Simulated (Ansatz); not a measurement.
## MgI₂: a failed or faulty run and its cure

System: MgI₂ (Fm-3m, 3 atoms in the cell).
Method of run 1: DFT, PBE, plane waves, PAW, no spin polarisation (Ansatz 0.2.0).

The structure was built on a prototype by a generator. Some settings of this run were made unusual or wrong on purpose. The geometry comes from this level: r2SCAN. Text and figures count atoms from 1; the logs count them from 0 in places.

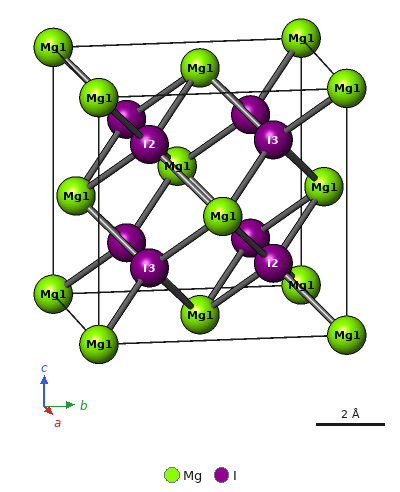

Figure 1. The structure as given in the input (ball-and-stick view of the cell 4 times as large as that of the calculation, set on its symmetry axes, seen slightly off an axis; atoms are numbered from 1 in the order of the input). An atom can appear more than once, as a periodic image. Near neighbours in the periodic cell (some may lie outside the picture): Mg has 8 I at 3.25 Å; I has 4 Mg at 3.25 Å.

### Input file, run 1
```yaml
crystal:
  lattice:
    - [0.0, 3.7557205885, 3.7557205885]
    - [3.7557205885, 0.0, 3.7557205885]
    - [3.7557205885, 3.7557205885, 0.0]
  atoms:
    - { symbol: Mg, position: [0.0, 0.0, 0.0] }
    - { symbol: I, position: [0.25, 0.25, 0.25] }
    - { symbol: I, position: [0.75, 0.75, 0.75] }
kpoints:
  mp_grid: { grid: [4, 4, 4] }
hamiltonian:
  xc: pbe
scf:
  occupations: { method: fixed }
  n_extra_bands: 4
  max_iter: 74
output:
  forces: true
  stress: true
  eigenvalues: true
basis:
  ecutrho_ratio: 1
```

Command:
```bash
ansatz run input.yaml --threads 4 --pin off --max-ram 3686MiB --backend cpu --events-out ev --progress --plain --runs-dir out
```

Hardware: 4 threads of Arm Neoverse V1, 112 GiB of memory available, shared host.

### Output, shortened to warnings, some set-up lines, iterations and results (run 1)
```
Warning: basis.ecutrho_ratio = 1 (ecutrho = 420 eV) is below the records' recommended 1680 eV
Basis set: ecut = 420 eV, 2085 PW (Γ), exchange–correlation on 60×60×60 points (8 copies of the dense FFT grid, shifted against one another)
Symmetry: 48 space group operations
k-points: 8 of 64
Initial density: superposition of atomic densities (neutral atoms: chi_scale 0, normalization atom), corrected by the library's trained network
[...]
SCF iter   1: F=—  HF=-16952.057939 eV  |F-HF|=—  |Δ(HF+E_count)|=         —  Δρ=1.15e-3  dr2=1.00e-3  ethr=1.77e-3  ⟨swp⟩=5.1  Hψ=797  notcnv=0  defer=10
SCF iter   2: F=—  HF=-16952.057675 eV  |F-HF|=—  |Δ(HF+E_count)|=   2.63e-4  Δρ=5.99e-4  dr2=2.76e-4  ethr=2.28e-6  ⟨swp⟩=2.9  Hψ=437  notcnv=0  defer=13
SCF iter   3: F=—  HF=-16952.057773 eV  |F-HF|=—  |Δ(HF+E_count)|=   9.79e-5  Δρ=3.10e-4  dr2=3.54e-5  ethr=6.26e-7  ⟨swp⟩=3.0  Hψ=372  notcnv=0  defer=12
SCF iter   4: F=—  HF=-16952.057410 eV  |F-HF|=—  |Δ(HF+E_count)|=   3.63e-4  Δρ=6.64e-5  dr2=4.03e-6  ethr=8.04e-8  ⟨swp⟩=2.8  Hψ=390  notcnv=0  defer=12
SCF iter   5: F=—  HF=-16952.057413 eV  |F-HF|=—  |Δ(HF+E_count)|=   3.06e-6  Δρ=1.09e-5  dr2=1.22e-7  ethr=9.16e-9  ⟨swp⟩=2.0  Hψ=376  notcnv=0  defer=12
SCF iter   6: F=-16952.057413 eV  HF=-16952.057413 eV  |F-HF|=6.15e-10  |Δ(HF+E_count)|=   1.09e-7  Δρ=1.96e-6  dr2=3.99e-9  ethr=2.27e-10  ⟨swp⟩=9.2  Hψ=1064  notcnv=0
SCF 1 converged in 6 iterations: F = -16952.057413 eV  dr2 = 3.99e-9
SCF converged after 6 iterations
Free energy (F): -16952.057413 eV
Harris-Foulkes:  -16952.057413 eV  (|F-HF|=6.15e-10)
Internal energy: -16952.057413 eV  (E = F + TS)
E sigma→0 (E₀):  -16952.057413 eV
Fermi energy:    5.783918 eV
--- Per-component energies (eV) ---
  E_band       = -1131.440528
  E_kinetic    = 453.657022
  E_local      = -5662.611361  (includes V_loc(G=0)·N_el)
  E_nonlocal   = -86.573589
  E_hartree    = 2661.683369
  E_xc         = -284.833115
  E_vxc        = -294.203373  (∫ρ·V_xc dr)
  E_paw        = -9925.949245  (= ΣΔE_a)
  E_vpaw       = -863.646081  (= ΣTr[D̂ρ^β])
  E_aug_tail   = -1.425599  (compensation charges beyond the density's cutoff)
  E_ewald      = -4106.004896
  E_smearing   = -0.000000  (= −TS)
  E_closure    = 0.000000  (closes the sum)
  Σ components = -16952.057413   (vs F -16952.057413, Δ=0.00e0)
--- Forces (eV/Å), atoms counted from 1 ---
  atom   1  Mg    -0.00000000     0.00000000    -0.00000000
  atom   2  I      0.00000000     0.00000000    -0.00000000
  atom   3  I      0.00000000     0.00000000     0.00000000
  max |Σ_I F_I| component: 2.31e-18 eV/Å
--- Stress (GPa, compression-positive) ---
        2.264324      -0.000000       0.000000
       -0.000000       2.264324      -0.000000
        0.000000      -0.000000       2.264324
  P = ⅓ Tr σ = 2.2643 GPa (22.643 kbar)
settings of this run that can trade accuracy for cost: basis.ecutrho_ratio < 4. Do not mix this run's numbers with those of runs without the same settings; the input reference describes each key
```

What should be changed in this input?

Some settings of this run were drawn to be unusual or wrong. It converged; results that depend on the unusual settings are not reference values. Warnings of the run: the cutoff is below the recommended one.

A run of the same system that converges differs from this input as follows (lines with − go, lines with + come):
```diff
-  max_iter: 74
-basis:
-  ecutrho_ratio: 1
```

### Output, shortened to warnings, some set-up lines, iterations and results (run 2)
```
Basis set: ecut = 420 eV, 2085 PW (Γ), exchange–correlation on 72×72×72 points (8 copies of the dense FFT grid, shifted against one another)
Symmetry: 48 space group operations
k-points: 8 of 64
Initial density: superposition of atomic densities (neutral atoms: chi_scale 0, normalization atom), corrected by the library's trained network
[...]
SCF iter   1: F=—  HF=-16951.490301 eV  |F-HF|=—  |Δ(HF+E_count)|=         —  Δρ=1.00e-3  dr2=1.09e-3  ethr=1.77e-3  ⟨swp⟩=5.1  Hψ=800  notcnv=0  defer=10
SCF iter   2: F=—  HF=-16951.489666 eV  |F-HF|=—  |Δ(HF+E_count)|=   6.35e-4  Δρ=5.01e-4  dr2=3.37e-4  ethr=2.49e-6  ⟨swp⟩=3.0  Hψ=479  notcnv=0  defer=12
SCF iter   3: F=—  HF=-16951.489666 eV  |F-HF|=—  |Δ(HF+E_count)|=   2.54e-7  Δρ=2.44e-4  dr2=4.12e-5  ethr=7.65e-7  ⟨swp⟩=2.0  Hψ=292  notcnv=0  defer=12
SCF iter   4: F=—  HF=-16951.489771 eV  |F-HF|=—  |Δ(HF+E_count)|=   1.05e-4  Δρ=5.81e-5  dr2=4.99e-6  ethr=9.36e-8  ⟨swp⟩=3.0  Hψ=420  notcnv=0  defer=12
SCF iter   5: F=-16951.489771 eV  HF=-16951.489771 eV  |F-HF|=4.12e-8  |Δ(HF+E_count)|=   2.11e-7  Δρ=5.71e-6  dr2=3.00e-8  ethr=1.13e-8  ⟨swp⟩=2.0  Hψ=376  notcnv=0  defer=12
SCF iter   6: F=-16951.489771 eV  HF=-16951.489771 eV  |F-HF|=2.48e-9  |Δ(HF+E_count)|=   5.79e-8  Δρ=9.10e-7  dr2=4.62e-10  ethr=6.82e-11  ⟨swp⟩=7.6  Hψ=1118  notcnv=0
SCF 1 converged in 6 iterations: F = -16951.489771 eV  dr2 = 4.62e-10
SCF converged after 6 iterations
Free energy (F): -16951.489771 eV
Harris-Foulkes:  -16951.489771 eV  (|F-HF|=2.48e-9)
Internal energy: -16951.489771 eV  (E = F + TS)
E sigma→0 (E₀):  -16951.489771 eV
Fermi energy:    5.784373 eV
--- Per-component energies (eV) ---
  E_band       = -1130.609744
  E_kinetic    = 453.308775
  E_local      = -5663.532350  (includes V_loc(G=0)·N_el)
  E_nonlocal   = -86.420876
  E_hartree    = 2661.846568
  E_xc         = -284.648337
  E_vxc        = -293.975598  (∫ρ·V_xc dr)
  E_paw        = -9926.038631  (= ΣΔE_a)
  E_vpaw       = -863.682271  (= ΣTr[D̂ρ^β])
  E_aug_tail   = -0.000025  (compensation charges beyond the density's cutoff)
  E_ewald      = -4106.004896
  E_smearing   = -0.000000  (= −TS)
  E_closure    = -0.000000  (closes the sum)
  Σ components = -16951.489771   (vs F -16951.489771, Δ=0.00e0)
--- Forces (eV/Å), atoms counted from 1 ---
  atom   1  Mg    -0.00000000     0.00000000     0.00000000
  atom   2  I      0.00000000     0.00000000     0.00000000
  atom   3  I      0.00000000    -0.00000000     0.00000000
  max |Σ_I F_I| component: 9.25e-18 eV/Å
--- Stress (GPa, compression-positive) ---
        0.210014      -0.000000      -0.000000
        0.000000       0.210014       0.000000
        0.000000      -0.000000       0.210014
  P = ⅓ Tr σ = 0.2100 GPa (2.100 kbar)
```

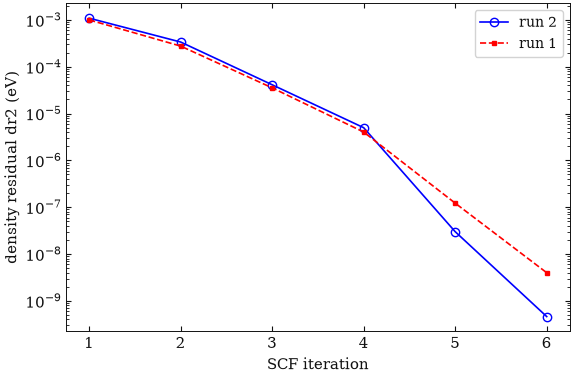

Figure 2. Convergence of the two runs: density residual dr2 against the SCF iteration. Run 2 takes 6 iterations in all, and run 1 takes 6.

### The two runs side by side

| quantity | run 1 | run 2 |
| --- | --- | --- |
| outcome | converged | converged |
| free energy per atom (eV) | −5650.6858 | −5650.4966 |
| gap on the mesh (eV) | 0.60 | 0.61 |
| pressure (GPa) | 2.26 | 0.21 |
| largest force (eV/Å) | 0.000 | 0.000 |
| SCF iterations | 6 | 6 |
| irreducible k-points | 8 | 8 |
| plane waves at Γ | 2085 | 2085 |
| wall time (shared host) | 0.73 s | 0.58 s |

The free energy of run 2 is 189.2 meV per atom higher, which comes mainly from the change of cutoff or grids; a solver setting shouldn't move a converged energy. The pressure goes from 2.26 to 0.21 GPa. The number of SCF iterations is the same.
